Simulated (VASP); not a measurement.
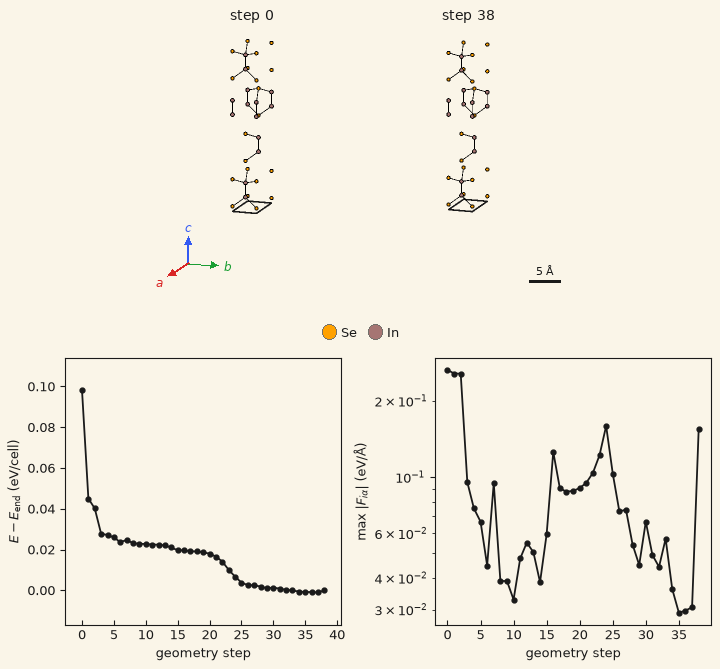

First and last geometry of a relaxation of a slab of composition InSe, with the history of the run. A ball-and-stick model of the cell of the calculation, outlined in the plane, without the vacuum, seen from a free direction.

The run lets cell and atoms move.

All numbers below come from Kohn-Sham DFT of a periodic cell, LDA, VASP PAW LDA potentials, recommended in VASP 6.6.1.

The input:
```
SYSTEM = InSe
PREC = Accurate
ENCUT = 600
EDIFF = 1E-6
ISMEAR = 0
SIGMA = 0.03
LREAL = .False.
LASPH = .True.
NELM = 80
ALGO = Normal
ISIF = 3
LWAVE = .False.
LCHARG = .False.
GGA = CA
IBRION = 2
NSW = 90
EDIFFG = -0.01
LATTICE_CONSTRAINTS = .TRUE. .TRUE. .FALSE.
KPAR = 4
```

Run as
```bash
cat potpaw_LDA.64/Se/POTCAR potpaw_LDA.64/In_d/POTCAR > POTCAR
mpirun -np 4 vasp_std > vasp.out
```

Did the run converge, and what did it change?

The run was cut off at its time limit before the relaxation converged, so the last structure is only a point on the way. The largest moves relative to the cell and the layer's centre, 0.34 Å, are those of Se and In atoms. By element the largest moves are In 0.34 Å, Se 0.34 Å. In the plane the drawn cell goes a 4.000 → 3.967 Å (−0.8 %), b 4.000 → 3.967 Å (−0.8 %). Near-neighbour distances that change, for instance: In–In 2.821 → 2.741 Å, In–Se 2.636 → 2.618 Å. Over 38 geometry steps the energy falls by 98.2 meV per cell of the calculation. Largest force component: 0.27 eV/Å at the start, 0.16 eV/Å at the end.

| step | E − E(0), meV/atom | largest force component, eV/Å |
| --- | --- | --- |
| 0 | 0.00 | 0.2653 |
| 1 | -3.32 | 0.2567 |
| 2 | -3.63 | 0.2563 |
| 3 | -4.40 | 0.0955 |
| 4 | -4.44 | 0.0752 |
| 5 | -4.52 | 0.0667 |
| 6 | -4.66 | 0.0448 |
| 7 | -4.60 | 0.0947 |
| 8 | -4.69 | 0.0389 |
| 9 | -4.71 | 0.0389 |
| 10 | -4.72 | 0.0328 |
| 11 | -4.74 | 0.0477 |
| 13 | -4.76 | 0.0505 |
| 14 | -4.82 | 0.0385 |
| 16 | -4.91 | 0.1258 |
| 17 | -4.94 | 0.0904 |
| 19 | -4.97 | 0.0883 |
| 20 | -5.02 | 0.0905 |
| 22 | -5.26 | 0.1040 |
| 23 | -5.51 | 0.1221 |
| 25 | -5.90 | 0.1034 |
| 26 | -5.98 | 0.0732 |
| 28 | -6.02 | 0.0542 |
| 29 | -6.07 | 0.0450 |
| 31 | -6.09 | 0.0493 |
| 32 | -6.12 | 0.0442 |
| 34 | -6.18 | 0.0361 |
| 35 | -6.19 | 0.0292 |
| 37 | -6.20 | 0.0306 |
| 38 | -6.14 | 0.1551 |
